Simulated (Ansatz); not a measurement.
# V in Ta(100), 2x2: scattering by a point defect, part 2 of 3

How strong a scatterer is V in Ta(100), 2x2, and does relaxation matter?

Ansatz 0.2.0; Ansatz plane-wave DFT, PBE, PAW files, collinear spin; ballistic transport by layer matching (Landauer), zero bias; PAW set soft_1 (the session's first sound run).

So far: Starting point; Transmission at ideal sites.

**2. Transmission at ideal sites (continued)**

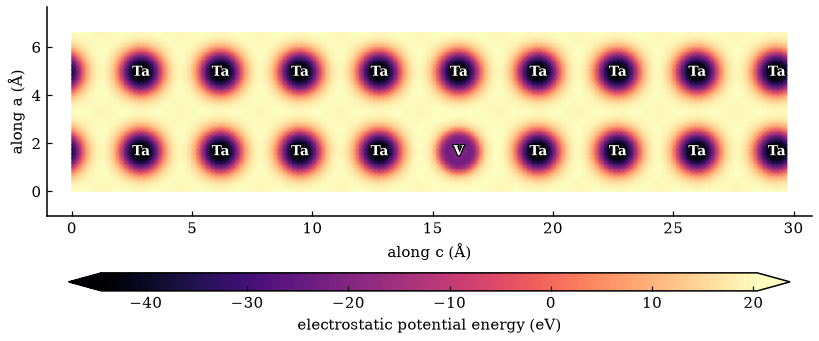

Electrostatic potential energy in the ca plane at fractional y = 0.250, with atoms of Ta and V within 0.2 Å of it. With pseudopotentials it is smooth inside the atoms' cores, unlike the true potential.

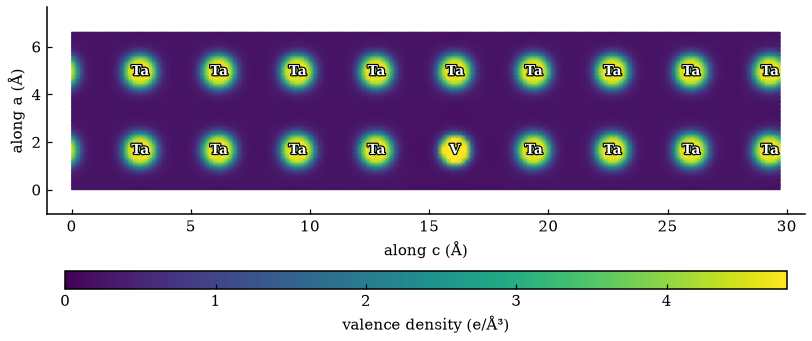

Valence density in the ca plane at fractional y = 0.250, with atoms of Ta and V within 0.2 Å of it. It is the smooth field of the valence electrons, not physical close to the nuclei.

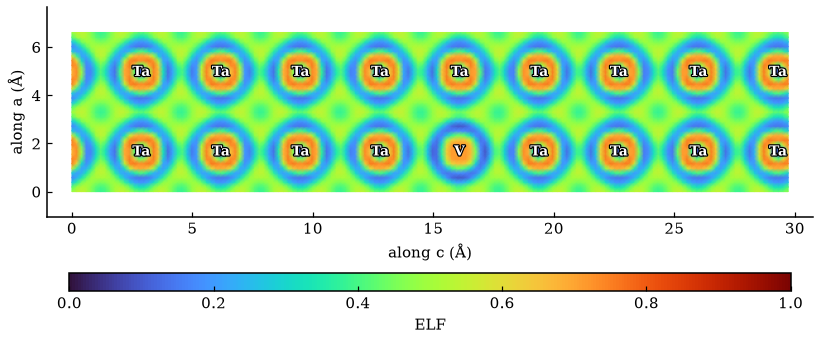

ELF in the ca plane at fractional y = 0.250, with atoms of Ta and V within 0.2 Å of it. It is the smooth field of the valence electrons, not physical close to the nuclei.

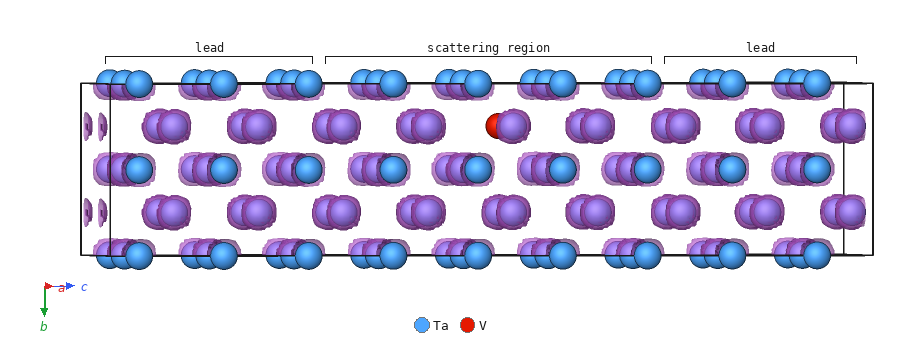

Surface of ELF = 0.69.

Nearest the Fermi level spin up passes 10.4 of 10.5 channels of the lower lead and spin down 10.4 of 10.5.

**3. Resistance at ideal sites**

This step: Ansatz plane-wave DFT, PBE, PAW files, collinear spin; ballistic transport by layer matching (Landauer), zero bias; area resistance of the defect plane and resistivity an atomic per cent; PAW set soft_1 (Ansatz 0.2.0).

This step gave:

| Quantity | Value |
| --- | --- |
| area resistance | 0.005822 fΩ m² |
| T over the leads' mean channel count | 0.9895 |
| spin asymmetry γ | -6.31e-5 (R down - R up) / (R down + R up) |
| resistivity per at.% scaled from this dense plane, with the factor 3/4 for isotropic scattering | 0.1058 µΩ cm |

Averaged over the energies near the Fermi level, 99.0 % of the channels pass, which makes 0.00582 fΩ m².

By hand, with means over the energies near the Fermi level: RA per spin = A (h/e²)(1/T − ½[1/N₁ + 1/N₂]); spin up: 43.63×10⁻²⁰ m² × 25 813 Ω × (1/10.11 − ½[1/10.21 + 1/10.21]) = 0.0116 fΩ m²; spin down: 43.63×10⁻²⁰ m² × 25 813 Ω × (1/10.11 − ½[1/10.21 + 1/10.21]) = 0.0116 fΩ m². The spins conduct in parallel, so 1/RA = 1/0.0116 + 1/0.0116 and RA = 0.00582 fΩ m²; γ = (0.0116 − 0.0116)/(0.0116 + 0.0116) = 0.

**4. Relaxing the neighbours**

The neighbours of the defect are let go while the lead's layers stay on their sites, since a lead must repeat to 0.01 Å.

This step: Ansatz plane-wave DFT, PBE, PAW files, collinear spin; relaxation with the lead's layers held; PAW set soft_1 (Ansatz 0.2.0).

Input file input.yaml:

```yaml
crystal:
  lattice:
    - [6.60512, 0.0, 0.0]
    - [0.0, 6.60512, 0.0]
    - [0.0, 0.0, 29.72304]
  atoms:
    - { symbol: Ta, position: [0.0, 0.0, 0.0277777778] }
    - { symbol: Ta, position: [0.0, 0.5, 0.0277777778] }
    - { symbol: Ta, position: [0.5, 0.0, 0.0277777778] }
    - { symbol: Ta, position: [0.5, 0.5, 0.0277777778] }
    - { symbol: Ta, position: [0.25, 0.25, 0.0833333333] }
    - { symbol: Ta, position: [0.25, 0.75, 0.0833333333] }
    - { symbol: Ta, position: [0.75, 0.25, 0.0833333333] }
    - { symbol: Ta, position: [0.75, 0.75, 0.0833333333] }
    - { symbol: Ta, position: [0.0, 0.0, 0.1388888889] }
    - { symbol: Ta, position: [0.0, 0.5, 0.1388888889] }
    - { symbol: Ta, position: [0.5, 0.0, 0.1388888889] }
    - { symbol: Ta, position: [0.5, 0.5, 0.1388888889] }
    - { symbol: Ta, position: [0.25, 0.25, 0.1944444444] }
    - { symbol: Ta, position: [0.25, 0.75, 0.1944444444] }
    - { symbol: Ta, position: [0.75, 0.25, 0.1944444444] }
    - { symbol: Ta, position: [0.75, 0.75, 0.1944444444] }
    - { symbol: Ta, position: [0.0, 0.0, 0.25] }
    - { symbol: Ta, position: [0.0, 0.5, 0.25] }
    - { symbol: Ta, position: [0.5, 0.0, 0.25] }
    - { symbol: Ta, position: [0.5, 0.5, 0.25] }
    - { symbol: Ta, position: [0.25, 0.25, 0.3055555556] }
    - { symbol: Ta, position: [0.25, 0.75, 0.3055555556] }
    - { symbol: Ta, position: [0.75, 0.25, 0.3055555556] }
    - { symbol: Ta, position: [0.75, 0.75, 0.3055555556] }
    - { symbol: Ta, position: [0.0, 0.0, 0.3611111111] }
    - { symbol: Ta, position: [0.0, 0.5, 0.3611111111] }
    - { symbol: Ta, position: [0.5, 0.0, 0.3611111111] }
    - { symbol: Ta, position: [0.5, 0.5, 0.3611111111] }
    - { symbol: Ta, position: [0.25, 0.25, 0.4166666667] }
    - { symbol: Ta, position: [0.25, 0.75, 0.4166666667] }
    - { symbol: Ta, position: [0.75, 0.25, 0.4166666667] }
    - { symbol: Ta, position: [0.75, 0.75, 0.4166666667] }
    - { symbol: Ta, position: [0.0, 0.0, 0.4722222222] }
    - { symbol: Ta, position: [0.0, 0.5, 0.4722222222] }
    - { symbol: Ta, position: [0.5, 0.0, 0.4722222222] }
    - { symbol: Ta, position: [0.5, 0.5, 0.4722222222] }
    - { symbol: V, position: [0.25, 0.25, 0.5277777778], spin: 1.0 }
    - { symbol: Ta, position: [0.25, 0.75, 0.5277777778] }
    - { symbol: Ta, position: [0.75, 0.25, 0.5277777778] }
    - { symbol: Ta, position: [0.75, 0.75, 0.5277777778] }
    - { symbol: Ta, position: [0.0, 0.0, 0.5833333333] }
    - { symbol: Ta, position: [0.0, 0.5, 0.5833333333] }
    - { symbol: Ta, position: [0.5, 0.0, 0.5833333333] }
    - { symbol: Ta, position: [0.5, 0.5, 0.5833333333] }
    - { symbol: Ta, position: [0.25, 0.25, 0.6388888889] }
    - { symbol: Ta, position: [0.25, 0.75, 0.6388888889] }
    - { symbol: Ta, position: [0.75, 0.25, 0.6388888889] }
    - { symbol: Ta, position: [0.75, 0.75, 0.6388888889] }
    - { symbol: Ta, position: [0.0, 0.0, 0.6944444444] }
    - { symbol: Ta, position: [0.0, 0.5, 0.6944444444] }
    - { symbol: Ta, position: [0.5, 0.0, 0.6944444444] }
    - { symbol: Ta, position: [0.5, 0.5, 0.6944444444] }
    - { symbol: Ta, position: [0.25, 0.25, 0.75] }
    - { symbol: Ta, position: [0.25, 0.75, 0.75] }
    - { symbol: Ta, position: [0.75, 0.25, 0.75] }
    - { symbol: Ta, position: [0.75, 0.75, 0.75] }
    - { symbol: Ta, position: [0.0, 0.0, 0.8055555556] }
    - { symbol: Ta, position: [0.0, 0.5, 0.8055555556] }
    - { symbol: Ta, position: [0.5, 0.0, 0.8055555556] }
    - { symbol: Ta, position: [0.5, 0.5, 0.8055555556] }
    - { symbol: Ta, position: [0.25, 0.25, 0.8611111111] }
    - { symbol: Ta, position: [0.25, 0.75, 0.8611111111] }
    - { symbol: Ta, position: [0.75, 0.25, 0.8611111111] }
    - { symbol: Ta, position: [0.75, 0.75, 0.8611111111] }
    - { symbol: Ta, position: [0.0, 0.0, 0.9166666667] }
    - { symbol: Ta, position: [0.0, 0.5, 0.9166666667] }
    - { symbol: Ta, position: [0.5, 0.0, 0.9166666667] }
    - { symbol: Ta, position: [0.5, 0.5, 0.9166666667] }
    - { symbol: Ta, position: [0.25, 0.25, 0.9722222222] }
    - { symbol: Ta, position: [0.25, 0.75, 0.9722222222] }
    - { symbol: Ta, position: [0.75, 0.25, 0.9722222222] }
    - { symbol: Ta, position: [0.75, 0.75, 0.9722222222] }
magnetization:
  spin_polarized: true
kpoints:
  mp_grid: { grid: [4, 4, 1] }
hamiltonian:
  xc: pbe
  pseudopotentials: { kind: paw, azcp: { folder: soft_1 } }
scf:
  occupations: { method: fermi_dirac, width: 0.1 }
relax:
  f_tol: 0.03
  max_steps: 40
  constraints:
    - { sites: [0, 1, 2, 3, 4, 5, 6, 7, 8, 9, 10, 11, 12, 13, 14, 15, 16, 17, 18, 19, 52, 53, 54, 55, 56, 57, 58, 59, 60, 61, 62, 63, 64, 65, 66, 67, 68, 69, 70, 71] }
```

Launch:

```sh
ansatz run input.yaml --threads 8 --pin off --max-ram 15360MiB --backend cpu --events-out ev --progress --plain --runs-dir out
```

Numbers of over 12 decimals in the logs are rounded to 6 here.

Log:

```text
Warning: crystal.symmetry: narrowed to the stabiliser of the relax constraints — unitary ops 16 → 8; lowered at sites 20, 21, 22, 23, 52, 53, 54, 55 (the operations that carried what is held of a site onto what its image site leaves free; the constrained walk keeps no symmetry that its constraints do not admit)
[...]
Crystal: 72 atoms, lattice volume = 1296.745 Å³
Basis set: ecut = 420 eV, 25307 PW (Γ), exchange–correlation on 90×90×400 points (8 copies of the dense FFT grid, shifted against one another)
Bands: 563, of which v1, the nominal top of the filled ones, is band 468 counted from 1 (467 counted from 0)
Symmetry: 8 space group operations
k-points: 6 of 16
[...]
Starting moments: Σ|m| = 1 μB on 1 of 72 sites
[...]
SCF iter  14: F=-708173.056140 eV  HF=-708173.056146 eV  |F-HF|=6.13e-6  |Δ(HF+E_count)|=   8.97e-7  Δρ=7.31e-6 (↑5.89e-6 ↓7.31e-6)  dr2=6.24e-6  dr2_m=8.73e-9  M=-0.001 μB ∫|m|=0.002 μB  ethr=8.47e-10  ⟨swp⟩=1.0  Hψ=15495  notcnv=0
[...]
SCF 1 converged in 14 iterations: F = -708173.056140 eV  dr2 = 6.24e-6
[...]
relax step   1: F+E_penalty+E_count = -708173.05613952 eV  Δ(F+E_penalty+E_count) = +0.000e0 eV  max|allowed force component| = 2.606e-1 eV/Å  Δτ_max = 0.0000 Å  (14 SCF iters, dr2 threshold 2.25e-5 eV, accepted)
[...]
Starting moments: Σ|m| = 1 μB on 1 of 72 sites; this step starts from the density that it was given
[...]
SCF iter   1: F=—  HF=-708173.155750 eV  |F-HF|=—  |Δ(HF+E_count)|=         —  Δρ=6.63e-3 (↑6.63e-3 ↓6.62e-3)  dr2=3.02e1  dr2_m=5.51e-4  M=-0.006 μB ∫|m|=0.025 μB  β_m=0.30  ethr=3.10e-3  ⟨swp⟩=5.0  Hψ=14197  notcnv=0  defer=171
[...]
SCF iter  12: F=-708172.271405 eV  HF=-708172.271405 eV  |F-HF|=4.52e-8  |Δ(HF+E_count)|=   6.29e-9  Δρ=6.32e-7 (↑6.32e-7 ↓6.14e-7)  dr2=4.69e-8  dr2_m=1.27e-12  M=-0.000 μB ∫|m|=0.000 μB  ethr=8.45e-11  ⟨swp⟩=1.0  Hψ=14892  notcnv=0
the starting moments were not kept: the SCF closed with an absolute magnetisation of 8.4e-6 μB, where they sum to 1 μB in size (1 site). That is at most 0.1 of that sum. Measured as dr2_m measures the in/out step, that magnetisation stands 3.6e-12 eV from none, at or under the dr2_threshold of 4.2e-6 eV: it is no larger than a step whose dr2_m would equal this threshold.
SCF 2 converged in 12 iterations: F = -708172.271405 eV  dr2 = 4.69e-8
relax step   2: F+E_penalty+E_count = -708172.27140465 eV  Δ(F+E_penalty+E_count) = +7.847e-1 eV  max|allowed force component| = 9.743e-1 eV/Å  Δτ_max = 0.1939 Å  (12 SCF iters, dr2 threshold 4.24e-6 eV, rejected (line search))
[...]
SCF iter  13: F=-708173.131824 eV  HF=-708173.131824 eV  |F-HF|=4.81e-8  |Δ(HF+E_count)|=   1.63e-9  Δρ=5.49e-7 (↑5.49e-7 ↓4.56e-7)  dr2=4.99e-8  dr2_m=2.66e-11  M=0.000 μB ∫|m|=0.000 μB  ethr=5.70e-12  ⟨swp⟩=1.0  Hψ=13560  notcnv=0
[...]
SCF 3 converged in 13 iterations: F = -708173.131824 eV  dr2 = 4.99e-8
relax step   3: F+E_penalty+E_count = -708173.13182425 eV  Δ(F+E_penalty+E_count) = -7.568e-2 eV  max|allowed force component| = 8.482e-2 eV/Å  Δτ_max = 0.0624 Å  (13 SCF iters, accepted)
SCF iter   1: F=—  HF=-708173.143352 eV  |F-HF|=—  |Δ(HF+E_count)|=         —  Δρ=3.98e-4 (↑3.98e-4 ↓3.98e-4)  dr2=5.32e-2  dr2_m=1.78e-6  M=0.000 μB ∫|m|=0.000 μB  β_m=0.65  ethr=1.66e-4  ⟨swp⟩=2.2  Hψ=8490  notcnv=0  defer=233
[...]
SCF iter  13: F=-708173.138973 eV  HF=-708173.138973 eV  |F-HF|=1.86e-9  |Δ(HF+E_count)|=   3.03e-9  Δρ=1.27e-7 (↑1.27e-7 ↓7.40e-8)  dr2=1.93e-9  dr2_m=9.70e-12  M=0.000 μB ∫|m|=0.000 μB  ethr=1.00e-12  ⟨swp⟩=1.0  Hψ=18626  notcnv=0
[...]
SCF 4 converged in 13 iterations: F = -708173.138973 eV  dr2 = 1.93e-9
relax step   4: F+E_penalty+E_count = -708173.13897257 eV  Δ(F+E_penalty+E_count) = -7.148e-3 eV  max|allowed force component| = 2.151e-2 eV/Å  Δτ_max = 0.0161 Å  (13 SCF iters, accepted)
SCF converged after 13 iterations
Magnetization: 0.0000 μB (468.0000 up, 468.0000 down)
Absolute magnetization: 0.0000 μB (∫|ρ↑−ρ↓|, with the PAW one-centre terms)
[...]
Per-site moments (μB) at R_I (Å): [(1.965151581477522e-8, 1.179792), (1.9651515655168686e-8, 1.179792), (1.965151571358771e-8, 1.179792), (1.9651515600973622e-8, 1.179792), (-1.451365882138682e-8, 1.179792), (-8.27357722477936e-9, 1.179792), (-8.273576933533068e-9, 1.179792), (8.95802700007352e-9, 1.179792), (-6.344608327422522e-9, 1.179792), (-6.344608542364307e-9, 1.179792), (-6.3446084836789515e-9, 1.179792), (-6. [...]
Free energy (F): -708173.138973 eV
[...]
Internal energy: -708169.997269 eV  (E = F + TS)
E sigma→0 (E₀):  -708171.568121 eV
Entropy (-TS):   -3.141704 eV (-43.635 meV/atom)
Fermi energy:    18.427328 eV
[...]
--- Forces (eV/Å), atoms counted from 1 ---
  atom   1  Ta    -0.00017992    -0.00017992     0.00137315
  atom   2  Ta    -0.00017992     0.00017992     0.00137315
  atom   3  Ta     0.00017992    -0.00017992     0.00137315
  atom   4  Ta     0.00017992     0.00017992     0.00137315
  atom   5  Ta    -0.00000000     0.00000000    -0.00810498
  atom   6  Ta     0.00000000     0.00000000    -0.00363021
  atom   7  Ta     0.00000000     0.00000000    -0.00363021
  atom   8  Ta     0.00000000     0.00000000    -0.00283205
  atom   9  Ta     0.00049201     0.00049201     0.00433408
  atom  10  Ta     0.00049201    -0.00049201     0.00433408
  atom  11  Ta    -0.00049201     0.00049201     0.00433408
  atom  12  Ta    -0.00049201    -0.00049201     0.00433408
  atom  13  Ta    -0.00000000     0.00000000     0.01809589
  atom  14  Ta     0.00000000     0.00000000     0.02291741
  atom  15  Ta     0.00000000     0.00000000     0.02291741
  atom  16  Ta    -0.00000000     0.00000000     0.01842459
  atom  17  Ta    -0.00246937    -0.00246937     0.06856303
  atom  18  Ta    -0.00246937     0.00246937     0.06856303
  atom  19  Ta     0.00246937    -0.00246937     0.06856303
  atom  20  Ta     0.00246937     0.00246937     0.06856303
  atom  21  Ta    -0.00000000     0.00000000     0.00300846
  atom  22  Ta     0.00000000     0.00000000    -0.00028009
  atom  23  Ta     0.00000000     0.00000000    -0.00028009
  atom  24  Ta    -0.00000000     0.00000000     0.00032008
  atom  25  Ta    -0.00978171    -0.00978171    -0.00096576
  atom  26  Ta    -0.00978171     0.00978171    -0.00096576
  atom  27  Ta     0.00978171    -0.00978171    -0.00096576
  atom  28  Ta     0.00978171     0.00978171    -0.00096576
  atom  29  Ta     0.00000000     0.00000000     0.00862360
  atom  30  Ta     0.00000000     0.00000000    -0.00100647
  atom  31  Ta    -0.00000000     0.00000000    -0.00100647
  atom  32  Ta     0.00000000     0.00000000    -0.01928060
  atom  33  Ta     0.00137440     0.00137440    -0.00649021
  atom  34  Ta     0.00137440    -0.00137440    -0.00649021
  atom  35  Ta    -0.00137440     0.00137440    -0.00649021
  atom  36  Ta    -0.00137440    -0.00137440    -0.00649021
  atom  37  V     -0.00000000     0.00000000     0.00034344
  atom  38  Ta     0.00000000     0.00000000    -0.00050399
  atom  39  Ta    -0.00000000     0.00000000    -0.00050399
  atom  40  Ta     0.00000000     0.00000000    -0.00110070
[...]
atom  61  Ta     0.00000000     0.00000000    -0.00277087
  atom  62  Ta     0.00000000     0.00000000    -0.00798074
  atom  63  Ta     0.00000000     0.00000000    -0.00798074
  atom  64  Ta     0.00000000     0.00000000    -0.00198753
  atom  65  Ta     0.00056197     0.00056197     0.00069966
  atom  66  Ta     0.00056197    -0.00056197     0.00069966
  atom  67  Ta    -0.00056197     0.00056197     0.00069966
  atom  68  Ta    -0.00056197    -0.00056197     0.00069966
  atom  69  Ta    -0.00000000     0.00000000     0.00524199
  atom  70  Ta    -0.00000000     0.00000000    -0.00032287
  atom  71  Ta    -0.00000000     0.00000000    -0.00032287
  atom  72  Ta     0.00000000     0.00000000    -0.00014130
  max |Σ_I F_I| component: 5.35e-8 eV/Å
--- Relaxed structure (4 steps of the walk, 3 accepted, 0 SCFs on fresh bases) ---
  F+E_penalty+E_count = -708173.13897257 eV   max|allowed force component| = 2.151e-2 eV/Å
  atoms:
    - { symbol: Ta, position: [0.0, 0.0, 0.027778] }
    - { symbol: Ta, position: [0.0, 0.500000, 0.027778] }
    - { symbol: Ta, position: [0.500000, 0.0, 0.027778] }
    - { symbol: Ta, position: [0.500000, 0.500000, 0.027778] }
    - { symbol: Ta, position: [0.250000, 0.250000, 0.083333] }
    - { symbol: Ta, position: [0.250000, 0.750000, 0.083333] }
    - { symbol: Ta, position: [0.750000, 0.250000, 0.083333] }
    - { symbol: Ta, position: [0.750000, 0.750000, 0.083333] }
    - { symbol: Ta, position: [0.0, 0.0, 0.138889] }
    - { symbol: Ta, position: [0.0, 0.500000, 0.138889] }
    - { symbol: Ta, position: [0.500000, 0.0, 0.138889] }
    - { symbol: Ta, position: [0.500000, 0.500000, 0.138889] }
    - { symbol: Ta, position: [0.250000, 0.250000, 0.194444] }
    - { symbol: Ta, position: [0.250000, 0.750000, 0.194444] }
    - { symbol: Ta, position: [0.750000, 0.250000, 0.194444] }
    - { symbol: Ta, position: [0.750000, 0.750000, 0.194444] }
    - { symbol: Ta, position: [0.0, 0.0, 0.250000] }
    - { symbol: Ta, position: [0.0, 0.500000, 0.250000] }
    - { symbol: Ta, position: [0.500000, 0.0, 0.250000] }
    - { symbol: Ta, position: [0.500000, 0.500000, 0.250000] }
    - { symbol: Ta, position: [0.250000, 0.250000, 0.305886] }
    - { symbol: Ta, position: [0.250000, 0.750000, 0.305961] }
    - { symbol: Ta, position: [0.750000, 0.250000, 0.305961] }
    - { symbol: Ta, position: [0.750000, 0.750000, 0.305954] }
    - { symbol: Ta, position: [-0.000245556, -0.000245556, 0.361795] }
    - { symbol: Ta, position: [-0.000245556, 0.500246, 0.361795] }
    - { symbol: Ta, position: [0.500246, -0.000245556, 0.361795] }
    - { symbol: Ta, position: [0.500246, 0.500246, 0.361795] }
    - { symbol: Ta, position: [0.250000, 0.250000, 0.417240] }
    - { symbol: Ta, position: [0.250000, 0.750000, 0.417452] }
    - { symbol: Ta, position: [0.750000, 0.250000, 0.417452] }
    - { symbol: Ta, position: [0.750000, 0.750000, 0.417980] }
    - { symbol: Ta, position: [0.00352768, 0.00352768, 0.473504] }
    - { symbol: Ta, position: [0.00352768, 0.496472, 0.473504] }
    - { symbol: Ta, position: [0.496472, 0.00352768, 0.473504] }
    - { symbol: Ta, position: [0.496472, 0.496472, 0.473504] }
    - { symbol: V, position: [0.250000, 0.250000, 0.527923] }
    - { symbol: Ta, position: [0.250000, 0.750000, 0.527926] }
    - { symbol: Ta, position: [0.750000, 0.250000, 0.527926] }
    - { symbol: Ta, position: [0.750000, 0.750000, 0.527932] }
    - { symbol: Ta, position: [0.00354157, 0.00354157, 0.582365] }
[...]
- { symbol: Ta, position: [0.250000, 0.250000, 0.861111] }
    - { symbol: Ta, position: [0.250000, 0.750000, 0.861111] }
    - { symbol: Ta, position: [0.750000, 0.250000, 0.861111] }
    - { symbol: Ta, position: [0.750000, 0.750000, 0.861111] }
    - { symbol: Ta, position: [0.0, 0.0, 0.916667] }
    - { symbol: Ta, position: [0.0, 0.500000, 0.916667] }
    - { symbol: Ta, position: [0.500000, 0.0, 0.916667] }
    - { symbol: Ta, position: [0.500000, 0.500000, 0.916667] }
    - { symbol: Ta, position: [0.250000, 0.250000, 0.972222] }
    - { symbol: Ta, position: [0.250000, 0.750000, 0.972222] }
    - { symbol: Ta, position: [0.750000, 0.250000, 0.972222] }
    - { symbol: Ta, position: [0.750000, 0.750000, 0.972222] }
```

Elapsed: 22 min, on 8 threads of Arm Neoverse V2, shared host; peak memory 9.2 GiB; 2.8 h of CPU time.

Step by step:

| step | energy less that of the first step (eV) | largest force component (eV/Å) |
| --- | --- | --- |
| 1 | 0.0000 | 0.2606 |
| 2 | 0.7847 | 0.9743 |
| 3 | -0.0757 | 0.0848 |
| 4 | -0.0828 | 0.0215 |

Relaxation step 2 was tried and not accepted.

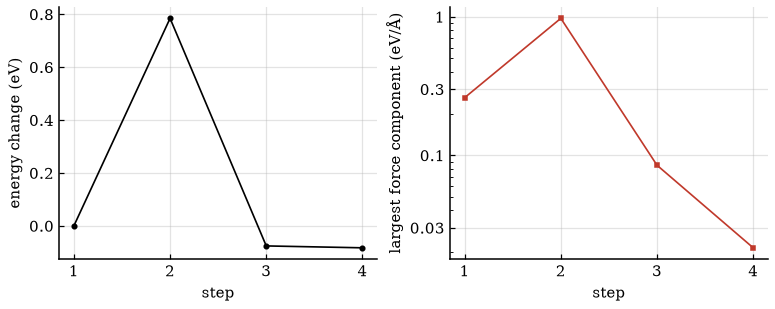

Energy and largest force along the relaxation.

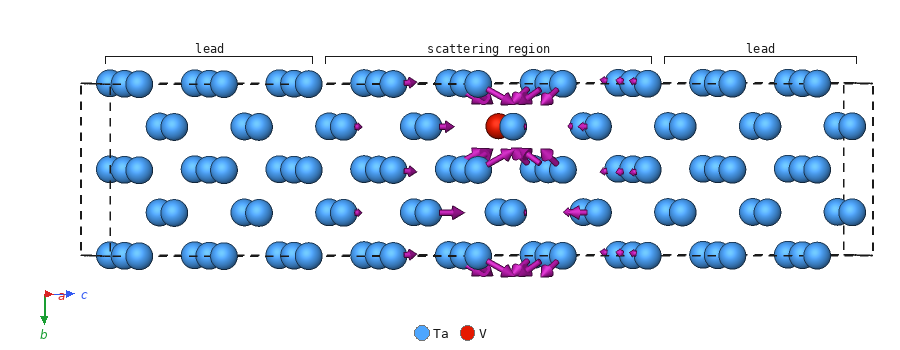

Displacements in the relaxation, exaggerated; the longest in the cell stands for 0.05 Å. Some periodic images of atoms are drawn too.

The atoms that moved most (Å):

| atom | dx | dy | dz | length |
| --- | --- | --- | --- | --- |
| Ta33 | 0.023 | 0.023 | 0.038 | 0.050 |
| Ta34 | 0.023 | -0.023 | 0.038 | 0.050 |
| Ta35 | -0.023 | 0.023 | 0.038 | 0.050 |
| Ta36 | -0.023 | -0.023 | 0.038 | 0.050 |
| Ta41 | 0.023 | 0.023 | -0.029 | 0.044 |
| Ta42 | 0.023 | -0.023 | -0.029 | 0.044 |
| Ta43 | -0.023 | 0.023 | -0.029 | 0.044 |
| Ta44 | -0.023 | -0.023 | -0.029 | 0.044 |

Numbers from this step:

```yaml
free_energy: -708173.1390 eV
energy_at_zero_smearing: -708171.5681 eV
```

The largest force component on a free atom ends at 0.022 eV/Å, under the tolerance of 0.03, after 4 steps.

(Continued in part 3 of 3.)

[Logs are printed without paths, hosts, clocks, repeated set-up lines and the standing remarks that a program may print on its own settings, such as how far it seeks lower states.]

[Hosts, paths, dates, database ids (printed as entryN), source tags and the programs' standing remarks are cut or masked in the printed files.]
